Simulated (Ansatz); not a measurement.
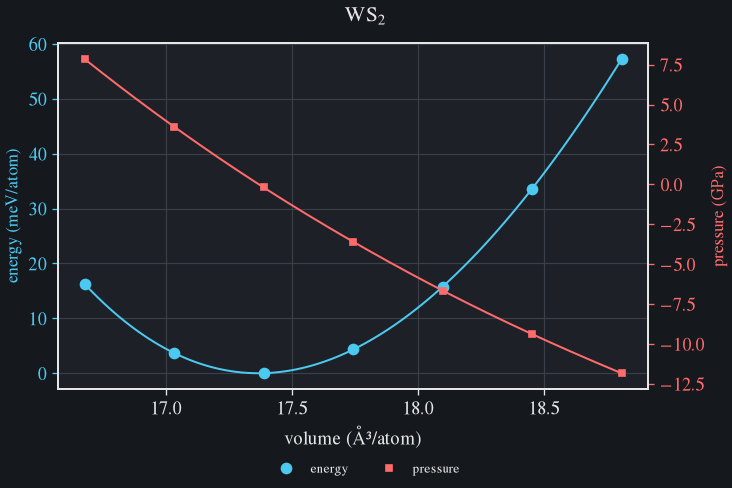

The plot gives the computed energy and pressure against volume for WS₂, space group R3m (No. 160).

Structure:
```cif
data_structure
_symmetry_space_group_name_H-M 'P 1'
_symmetry_Int_Tables_number 1
_cell_length_a 6.4274
_cell_length_b 6.4274
_cell_length_c 6.4274
_cell_angle_alpha 28.443
_cell_angle_beta 28.443
_cell_angle_gamma 28.443
_cell_volume 53.23
loop_
_atom_site_label
_atom_site_type_symbol
_atom_site_fract_x
_atom_site_fract_y
_atom_site_fract_z
_atom_site_occupancy
W1 W 0.00000 0.00000 0.00000 1
S1 S 0.58100 0.58100 0.58100 1
S2 S 0.75030 0.75030 0.75030 1
```

Calculation (Ansatz 0.2.0): all-electron LAPW DFT, no spin polarisation; energies at scaled volumes of the given cell, shape and fractions fixed, counted from the fit's minimum, third-order Birch-Murnaghan fit. Level: LDA.

| setting | value |
| --- | --- |
| k mesh | 10×10×10 |
| occupations | Fermi–Dirac |
| smearing width | 0.05 eV |
| potentials | all electron LAPW, scalar relativistic |
| program settings | basis error eV/atom 0.002 |

> How stiff is the solid, and where is its volume at rest?

A third-order Birch–Murnaghan fit gives V0 = 17.37 Å³/atom, B0 = 177 GPa and B′ = 4.4.

> How does the pressure vary with volume?

It falls from 7.84 GPa at volume 16.68 Å³/atom to −11.84 GPa at 18.81 Å³/atom, and changes sign near 17.37 Å³/atom.

Limits of the calculation: shape and atomic fractions are frozen while scaling, which makes layered, chain and framework solids too stiff.
